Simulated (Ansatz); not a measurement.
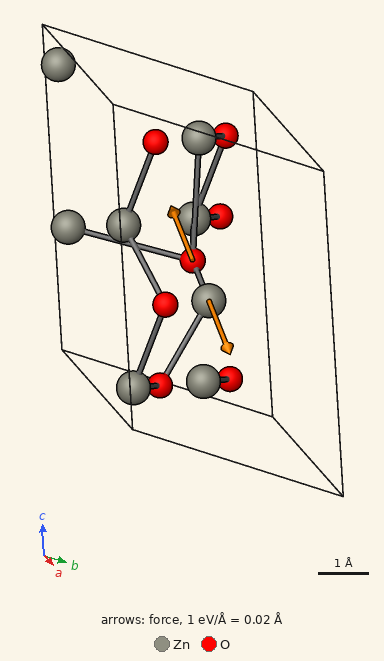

Starting geometry of a defect cell of composition Zn8O7 (cell charge +2) (started half-way along a vacancy jump, in the symmetry of that start) with the computed forces as orange arrows. A ball-and-stick model of the cell of the calculation (origin shifted), seen slightly off an axis.

Theory: DFT PBE, scalar-relativistic, plane waves, PAW (Ansatz 0.2.0).

Input
```yaml
crystal:
  lattice:
    - [-3.2794753222, 0.0, -5.2931304608]
    - [-3.2794753222, 0.0, 5.2931304608]
    - [3.2794753222, 5.6802178802, 0.0]
  atoms:
    - { symbol: Zn, position: [0.6659153227, 0.6674180106, 0.3333333333] }
    - { symbol: Zn, position: [0.1659153227, 0.1674180106, 0.3333333333] }
    - { symbol: Zn, position: [0.6659153227, 0.6674180106, 0.8333333333] }
    - { symbol: Zn, position: [0.1659153227, 0.1674180106, 0.8333333333] }
    - { symbol: Zn, position: [0.0825819894, 0.5840846773, 0.1666666667] }
    - { symbol: Zn, position: [0.5825819894, 0.0840846773, 0.1666666667] }
    - { symbol: Zn, position: [0.0825819894, 0.5840846773, 0.6666666667] }
    - { symbol: Zn, position: [0.5825819894, 0.0840846773, 0.6666666667] }
    - { symbol: O, position: [0.9763680106, 0.3569653227, 0.3333333333] }
    - { symbol: O, position: [0.4763680106, 0.8569653227, 0.8333333333] }
    - { symbol: O, position: [0.9763680106, 0.3569653227, 0.8333333333] }
    - { symbol: O, position: [0.8930346773, 0.7736319894, 0.1666666667] }
    - { symbol: O, position: [0.434701344, 0.065298656, 0.25] }
    - { symbol: O, position: [0.8930346773, 0.7736319894, 0.6666666667] }
    - { symbol: O, position: [0.3930346773, 0.2736319894, 0.6666666667] }
total_charge: 2
basis:
  ecutwfc: 420
kpoints:
  mp_grid: { grid: [4, 4, 4] }
hamiltonian:
  xc: pbe
scf:
  occupations: { method: gaussian, width: 0.05 }
output:
  forces: true
  stress: true
  eigenvalues: true
  write_density: true
  write_potential: true
  elf: true
  volumetric_format: npy
relax:
  adjacent_minimum: "off"
  f_tol: 0.02
  max_steps: 60
  escape_saddle: false
```

Command:
```bash
ansatz run input.yaml --threads 4 --pin off --max-ram 9216MiB --backend cpu --events-out ev --progress --plain --runs-dir out
```

> Is this structure relaxed? If not, where do the atoms go?

It isn't relaxed: the largest force vector, on O13, is 80.75 eV/Å. The final displacements follow the starting forces only in part (cosine between the two patterns 0.45). O13 moves most: 0.66 Å along [−1 −3 2]. By element the largest moves are O 0.66 Å, Zn 0.43 Å. The cell doesn't change. Among the contacts that change: Zn6–O13 1.168 → 1.919 Å, Zn5–O13 2.596 → 1.996 Å, Zn8–O13 2.596 → 2.036 Å, Zn1–O12 1.999 → 1.797 Å. Among the angles between lasting bonds that change: O12–Zn1–O14 110.3° → 141.9°, Zn2–O13–Zn6 151.6° → 122.3°, Zn1–O12–Zn3 110.3° → 128.6°. Over 7 geometry steps the energy falls by 16.393 eV per cell of the calculation. The largest force component goes from 57 to 0.0047 eV/Å.

Limits of the set-up: the periodic images lie only 6.2 Å apart, so the values are limited by the cell's size; the cell is charged, on a uniform background, and energies carry no finite-size correction.
